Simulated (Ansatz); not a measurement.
Single-point calculation of ZnS

The run: single-point calculation of ZnS (16 atoms in the cell). Method and program: DFT PBE, scalar-relativistic, plane waves, PAW, no spin polarisation (Ansatz 0.2.0).

The structure derives from an entry of the Crystallography Open Database. It belongs to a series of runs on one base structure; here: the relaxed cell repeated 4 times.

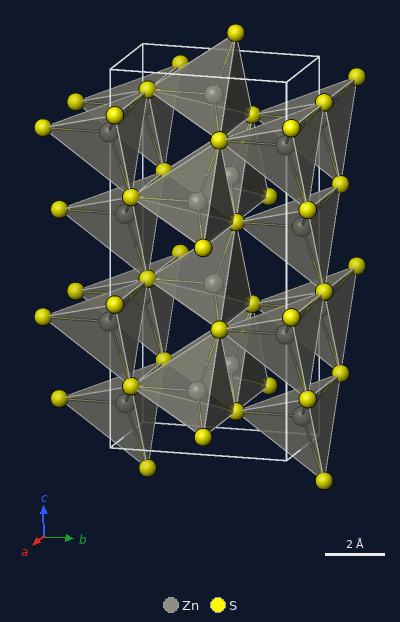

*The structure (polyhedral view of the cell of the calculation, seen slightly off an axis; polyhedra are completed across the faces of the cell).*

Input
```yaml
crystal:
  lattice:
    - [1.9227464936, -3.330294617, 0.0]
    - [0.0, 0.0, -6.3053333075]
    - [11.5364789615, 6.6605892339, 0.0]
  atoms:
    - { symbol: Zn, position: [0.5, 0.9947802099, 0.0833333333] }
    - { symbol: Zn, position: [0.0, 0.9947802099, 0.3333333333] }
    - { symbol: Zn, position: [0.5, 0.9947802099, 0.5833333333] }
    - { symbol: Zn, position: [0.0, 0.9947802099, 0.8333333333] }
    - { symbol: Zn, position: [0.0, 0.4947802099, 0.1666666667] }
    - { symbol: Zn, position: [0.5, 0.4947802099, 0.4166666667] }
    - { symbol: Zn, position: [0.0, 0.4947802099, 0.6666666667] }
    - { symbol: Zn, position: [0.5, 0.4947802099, 0.9166666667] }
    - { symbol: S, position: [0.5, 0.6202197901, 0.0833333333] }
    - { symbol: S, position: [0.0, 0.6202197901, 0.3333333333] }
    - { symbol: S, position: [0.5, 0.6202197901, 0.5833333333] }
    - { symbol: S, position: [0.0, 0.6202197901, 0.8333333333] }
    - { symbol: S, position: [0.0, 0.1202197901, 0.1666666667] }
    - { symbol: S, position: [0.5, 0.1202197901, 0.4166666667] }
    - { symbol: S, position: [0.0, 0.1202197901, 0.6666666667] }
    - { symbol: S, position: [0.5, 0.1202197901, 0.9166666667] }
basis:
  ecutwfc: 420
kpoints:
  mp_grid: { grid: [7, 4, 2] }
hamiltonian:
  xc: pbe
scf:
  occupations: { method: gaussian, width: 0.05 }
output:
  forces: true
  stress: true
  eigenvalues: true
  write_density: true
  write_potential: true
  elf: true
  volumetric_format: npy
```

Machine: 2 threads of Intel Xeon @ 2.50GHz (Skylake/Cascade Lake), 192 GiB of memory available, shared host.

Launched with:
```bash
ansatz run input.yaml --threads 2 --pin off --max-ram 5120MiB --backend cpu --events-out ev --progress --plain --runs-dir out
```

The program's output
```
Engine: ansatz 0.2.0, x86_64-unknown-linux-gnu
Pseudopotentials: kind: paw
Pseudopotential: Zn, paw, valence charge 12, recommended cutoff 420 eV (normal), Zn.paw.azcp
Pseudopotential: S, paw, valence charge 6, recommended cutoff 420 eV (normal), S.paw.azcp
Functional definition: PBE
  parameter kappa = 0.804
  parameter beta = 0.06672455060314922
  exchange = pbe_x(kappa = kappa, mu = beta*pi^2/3)
  correlation = pbe_c(beta = beta)
Crystal: 16 atoms, lattice volume = 323.000 Å³
Basis set: ecut = 420 eV, 6361 PW (Γ), exchange–correlation on 54×90×180 points (8 copies of the dense FFT grid, shifted against one another)
Bands: 88, of which v1, the nominal top of the filled ones, is band 72 counted from 1 (71 counted from 0)
Symmetry: 16 space group operations
Space group: P63mc (ITA 186), of the structure as read, at distance tolerance 6.9e-5 Å
k-points: 24 of 56 (time reversal used)
Non-local potential: Zn, projectors of the file, l = 0: 2, l = 1: 2, l = 2: 3, l = 3: 1
Non-local potential: S, projectors of the file, l = 0: 2, l = 1: 2, l = 2: 2
PAW form: soft (Blöchl's): semilocal exchange-correlation on the pseudo side does not see the compensation charge
PAW one-centre angular grid: Zn, 590 points (default); XC on 64 Gauss nodes
PAW one-centre angular grid: S, 110 points (default); XC on 64 Gauss nodes
Initial density: superposition of atomic densities (neutral atoms: chi_scale 0, normalization atom), corrected by the library's trained network
Initial wavefunctions: pseudopotential atomic-orbital guess
Functional: x = pbe(κ = 0.804, μ = 0.2195149727645171), c = pbe(β = 0.06672455060314922)
SCF iter   1: F=—  HF=-33781.825547 eV  |F-HF|=—  |Δ(HF+E_count)|=         —  Δρ=5.20e-4  dr2=1.03e-3  ethr=1.77e-3  ⟨swp⟩=9.0  Hψ=9184  notcnv=0  defer=13
preconditioner: auto → Resta (q_TF=auto, 2.385 Å⁻¹)  ε∞=6.5  [insulator: Δε(μ)=2.073 eV  Ē_g=10.530 eV  σ=0.050 eV  W_gap=1.00  n_scr=80 (ndim 8)  ℏωp=24.8 eV  f_vac=0.042  D(μ)=0.00/eV (n_scr^D=0)  ε∞_Penn≈6.5]
SCF iter   2: F=—  HF=-33781.827845 eV  |F-HF|=—  |Δ(HF+E_count)|=   2.30e-3  Δρ=4.20e-4  dr2=4.67e-4  ethr=7.16e-7  ⟨swp⟩=2.8  Hψ=4805  notcnv=0  defer=28
SCF iter   3: F=—  HF=-33781.828173 eV  |F-HF|=—  |Δ(HF+E_count)|=   3.28e-4  Δρ=1.84e-4  dr2=7.23e-5  ethr=3.24e-7  ⟨swp⟩=2.0  Hψ=3557  notcnv=0  defer=28
SCF iter   4: F=—  HF=-33781.828017 eV  |F-HF|=—  |Δ(HF+E_count)|=   1.56e-4  Δρ=6.43e-5  dr2=1.33e-5  ethr=5.02e-8  ⟨swp⟩=2.0  Hψ=3556  notcnv=0  defer=28
SCF iter   5: F=—  HF=-33781.828013 eV  |F-HF|=—  |Δ(HF+E_count)|=   3.97e-6  Δρ=2.64e-5  dr2=2.29e-6  ethr=9.21e-9  ⟨swp⟩=2.7  Hψ=3468  notcnv=0  defer=28
SCF iter   6: F=—  HF=-33781.828016 eV  |F-HF|=—  |Δ(HF+E_count)|=   2.95e-6  Δρ=1.03e-5  dr2=3.08e-7  ethr=1.59e-9  ⟨swp⟩=2.0  Hψ=3635  notcnv=0  defer=28
SCF iter   7: F=-33781.828016 eV  HF=-33781.828016 eV  |F-HF|=2.33e-10  |Δ(HF+E_count)|=   2.07e-7  Δρ=3.45e-6  dr2=2.92e-8  ethr=6.94e-11  ⟨swp⟩=13.9  Hψ=14891  notcnv=0
SCF 1 converged in 7 iterations: F = -33781.828016 eV  dr2 = 2.92e-8
  greatest PAW one-centre occupation: 0.984 electrons in one spin orbital (limit 2), on the Zn atom at site 7 (counted from 0), in its partial waves of l = 2
SCF converged after 7 iterations
Free energy (F): -33781.828016 eV
Harris-Foulkes:  -33781.828016 eV  (|F-HF|=2.33e-10)
Internal energy: -33781.828016 eV  (E = F + TS)
E sigma→0 (E₀):  -33781.828016 eV
Fermi energy:    6.547722 eV
--- Per-component energies (eV) ---
  E_band       = 9.301570
  E_kinetic    = 1902.499954
  E_local      = -16471.802860  (includes V_loc(G=0)·N_el)
  E_nonlocal   = 5143.796707
  E_hartree    = 6885.549415
  E_xc         = -1872.787182
  E_vxc        = -1113.196869  (∫ρ·V_xc dr)
  E_paw        = -19430.623281  (= ΣΔE_a)
  E_vpaw       = -3223.087965  (= ΣTr[D̂ρ^β])
  E_aug_tail   = -0.002821  (compensation charges beyond the density's cutoff)
  E_ewald      = -9938.457947
  E_smearing   = -0.000000  (= −TS)
  E_closure    = 0.000000  (closes the sum)
  Σ components = -33781.828016   (vs F -33781.828016, Δ=0.00e0)
--- Forces (eV/Å), atoms counted from 1 ---
  atom   1  Zn    -0.00017317    -0.00009998     0.00072805
  atom   2  Zn    -0.00017317    -0.00009998     0.00072805
  atom   3  Zn    -0.00017317    -0.00009998     0.00072805
  atom   4  Zn    -0.00017317    -0.00009998     0.00072805
  atom   5  Zn     0.00017317     0.00009998     0.00072805
  atom   6  Zn     0.00017317     0.00009998     0.00072805
  atom   7  Zn     0.00017317     0.00009998     0.00072805
  atom   8  Zn     0.00017317     0.00009998     0.00072805
  atom   9  S     -0.00011712    -0.00006762    -0.00072693
  atom  10  S     -0.00011712    -0.00006762    -0.00072693
  atom  11  S     -0.00011712    -0.00006762    -0.00072693
  atom  12  S     -0.00011712    -0.00006762    -0.00072693
  atom  13  S      0.00011712     0.00006762    -0.00072693
  atom  14  S      0.00011712     0.00006762    -0.00072693
  atom  15  S      0.00011712     0.00006762    -0.00072693
  atom  16  S      0.00011712     0.00006762    -0.00072693
  max |Σ_I F_I| component: 8.99e-6 eV/Å
--- Stress (GPa, compression-positive) ---
       -0.013875      -0.003293       0.000000
       -0.003293      -0.010072       0.000000
        0.000000       0.000000      -0.009465
  P = ⅓ Tr σ = -0.0111 GPa (-0.111 kbar)
--- Band table (eV; the first three rows and the last of 24) ---
  k-point 0: bands = ["-7.5002", "-7.1316", "-7.1316", "-6.6213", "-6.6101", "-6.4262", "-6.4262", "-6.3138", "-0.7442", "-0.7387", "-0.7387", "-0.7325", "-0.7325", "-0.7139", "-0.6825", "-0.6825", "-0.6718", "-0.6718", "-0.6542", "-0.6542", "-0.6332", "-0.5843", "-0.5843", "-0.5543", "-0.5543", "-0.5078", "-0.4941", "-0.4500", "-0.3853", "-0.3562", "-0.3562", "-0.3208", "-0.3208", "-0.3131", "-0.3131", "-0.3030", "-0.3030", "-0.2524", "-0.2409", "-0.2409", "-0.2263", "-0.2263", "-0.2070", "-0.1174", "-0.1168", "-0.0890", "-0.0110", "-0.0110", "0.3438", "0.7998", "0.8245", "0.8245", "1.4954", "2.3654", "2.6396", "2.6396", "3.3376", "3.3376", "3.3669", "3.9031", "3.9468", "3.9468", "4.6530", "4.6530", "4.6605", "4.8989", "4.8989", "5.0761", "5.0761", "5.4344", "5.5082", "5.5082", "7.5864", "8.5557", "9.1873", "9.2981", "9.2981", "9.5943", "9.5943", "9.6796", "10.6391", "11.3625", "11.3625", "11.8132", "11.8132", "12.0299", "12.0299", "12.0714"]
  k-point 1: bands = ["-7.3999", "-7.3999", "-6.8014", "-6.8014", "-6.5547", "-6.5547", "-6.3246", "-6.3246", "-0.7411", "-0.7411", "-0.7208", "-0.7208", "-0.7199", "-0.7199", "-0.7130", "-0.7130", "-0.6421", "-0.6421", "-0.6418", "-0.6418", "-0.6258", "-0.6258", "-0.6180", "-0.6180", "-0.4802", "-0.4802", "-0.4629", "-0.4629", "-0.4094", "-0.4094", "-0.3259", "-0.3259", "-0.3135", "-0.3135", "-0.3012", "-0.3012", "-0.2860", "-0.2860", "-0.2724", "-0.2724", "-0.2364", "-0.2364", "-0.2139", "-0.2139", "-0.0555", "-0.0555", "0.0559", "0.0559", "0.4885", "0.4885", "0.8914", "0.8914", "1.9138", "1.9138", "2.3549", "2.3549", "3.5293", "3.5293", "3.9014", "3.9014", "4.2899", "4.2899", "4.4245", "4.4245", "4.6479", "4.6479", "4.7795", "4.7795", "5.3044", "5.3044", "5.3828", "5.3828", "8.3652", "8.3652", "9.2254", "9.2254", "9.3035", "9.3035", "9.6521", "9.6521", "10.9146", "10.9146", "11.3988", "11.3988", "12.0936", "12.0936", "12.3136", "12.3136"]
  k-point 2: bands = ["-7.3869", "-7.0370", "-7.0370", "-6.7610", "-6.5725", "-6.5389", "-6.5389", "-6.3542", "-0.7494", "-0.7494", "-0.7480", "-0.7281", "-0.7245", "-0.7245", "-0.6868", "-0.6868", "-0.6693", "-0.6693", "-0.6568", "-0.6568", "-0.6115", "-0.6075", "-0.5981", "-0.5981", "-0.5738", "-0.5738", "-0.4981", "-0.4775", "-0.4767", "-0.4729", "-0.4729", "-0.3794", "-0.3151", "-0.3151", "-0.2999", "-0.2999", "-0.2919", "-0.2919", "-0.2493", "-0.2487", "-0.2486", "-0.2380", "-0.2380", "-0.2194", "-0.1742", "-0.1742", "-0.1061", "-0.0795", "0.6553", "1.1944", "1.2351", "1.3836", "1.3836", "2.7968", "2.7968", "2.9762", "3.1051", "3.1051", "3.5360", "4.0943", "4.0943", "4.1638", "4.3520", "4.4420", "4.7178", "4.7178", "4.7692", "4.7692", "4.8873", "4.8873", "5.3727", "5.3727", "8.4832", "8.7035", "8.9666", "9.2341", "9.2341", "9.3074", "9.8725", "9.8725", "11.1856", "11.3510", "11.3510", "11.4167", "11.6184", "11.6184", "11.7559", "11.9077"]
  k-point 23: bands = ["-6.5345", "-6.5345", "-6.5345", "-6.5345", "-6.4242", "-6.4242", "-6.4242", "-6.4242", "-0.7071", "-0.7071", "-0.7071", "-0.7071", "-0.6695", "-0.6695", "-0.6695", "-0.6695", "-0.5591", "-0.5591", "-0.5591", "-0.5591", "-0.5504", "-0.5504", "-0.5504", "-0.5504", "-0.4869", "-0.4869", "-0.4869", "-0.4869", "-0.4236", "-0.4236", "-0.4236", "-0.4236", "-0.2662", "-0.2662", "-0.2662", "-0.2662", "-0.2564", "-0.2564", "-0.2564", "-0.2564", "-0.1709", "-0.1709", "-0.1709", "-0.1709", "-0.0340", "-0.0340", "-0.0340", "-0.0340", "0.8413", "0.8413", "0.8413", "0.8413", "1.2243", "1.2243", "1.2243", "1.2243", "3.2077", "3.2077", "3.2077", "3.2077", "3.7206", "3.7206", "3.7206", "3.7206", "4.0585", "4.0585", "4.0585", "4.0585", "4.1426", "4.1426", "4.1426", "4.1426", "9.4515", "9.4515", "9.4515", "9.4515", "9.6060", "9.6060", "9.6060", "9.6060", "11.0600", "11.0600", "11.0600", "11.0600", "11.3040", "11.3040", "11.3040", "11.3040"]
```

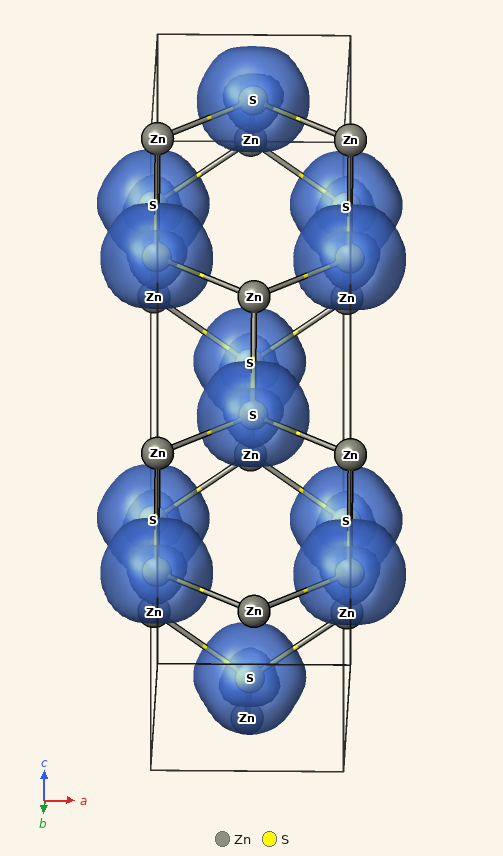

*Isosurface of the electron localisation function at 0.75 (blue), seen at an oblique angle. Core shells and regions of very low density are left out. Sticks mark near contacts. The outline is the calculation cell.*

Profiles from the grid: Zn–S (2.36 Å): the ELF is about 0.55 at the midpoint. Core electrons are frozen (PAW), so the fields are smoothed inside the atomic spheres.

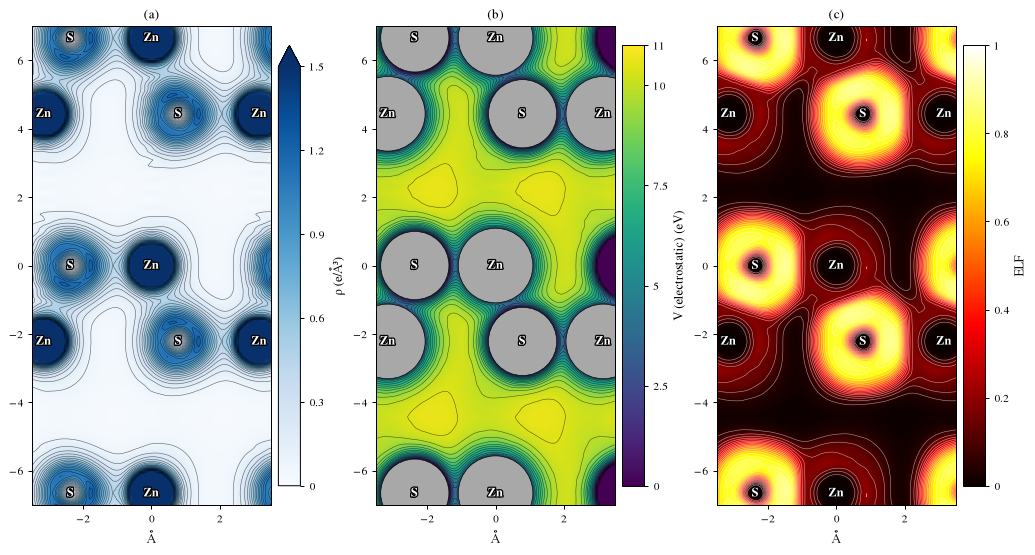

*(a) valence charge density (pseudo); (b) electrostatic potential (local pseudopotential plus Hartree) felt by an electron; (c) electron localisation function on the (100) plane of the calculation cell. Grey discs, where drawn, cover atomic cores.*

The section cuts through Zn and S sites. Zn–S (2.36 Å): ρ at the midpoint is about 0.47 e/Å³; the ELF is about 0.55 at the midpoint. The density dies away to nearly zero in the voids. Outside the cores the potential energy rises away from the atoms and is highest about 2.2 Å from the nearest atoms; outside the discs it spans about 10 eV, and its zero is arbitrary.

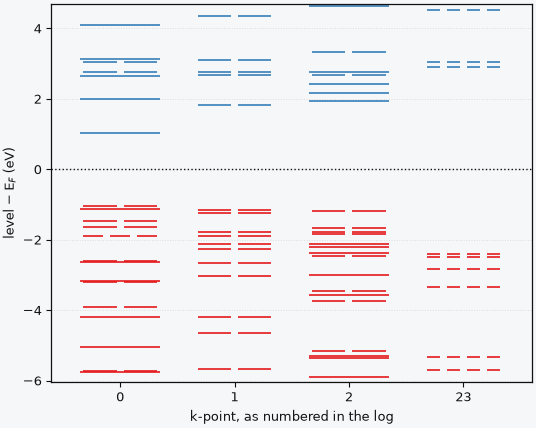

*Kohn–Sham levels near the Fermi level (dotted) at the few k-points that the log prints; levels within 0.02 eV of each other stand side by side.*

Among these points the highest filled and lowest empty levels are 2.08 eV apart, which is the gap on the mesh.

Results in brief

- outcome: converged
- space group (tolerance 0.01 Å): P6₃mc (186)
- electrons treated: 144
- free energy: −33781.8280 eV
- Fermi energy: 6.548 eV
- gap on the k-point mesh: 2.08 eV
- pressure: −0.01 GPa
- largest force (length of the vector): 0.001 eV/Å
- wall time: 52 s (CPU time 100 s)
- peak memory: 0.92 GiB
